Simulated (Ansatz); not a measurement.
```
Br
1.0
     2.74850    0.00000    0.00000
     0.00000    2.74850    0.00000
     0.00000    0.00000    6.76530
Br
2
Direct
  0.00000 0.00000 0.00000
  0.50000 0.50000 0.50000
```

Space group I4/mmm; a structure from a database of computed crystals, not necessarily the ambient phase; computed pressure about 5 GPa in this cell; computed without spin polarisation.

Method: DFT PBE+D3(BJ), scalar-relativistic, plane waves, PAW in Ansatz.

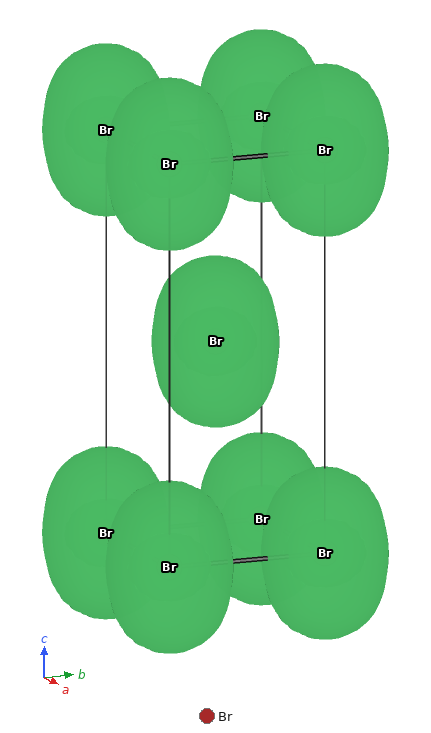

Br. Isosurface of the ELF at 0.7 (green), seen slightly off an axis. Only the valence region is drawn (cores and ρ < 0.01 e/Å³ removed). Sticks mark near contacts.

Question: What do the ELF domains correspond to?

Answer: The ELF exceeds this value in two regions wrapped around Br (the valence shell of each), counted in one cell of 2 atoms. Regions shared between cells count once. Along the contacts the grid gives the following. Br–Br (2.75 Å): the ELF is about 0.35 at the midpoint.

Question: Does the calculation give a band gap?

Answer: It is metallic or semimetallic at this level of theory: no gap opens.
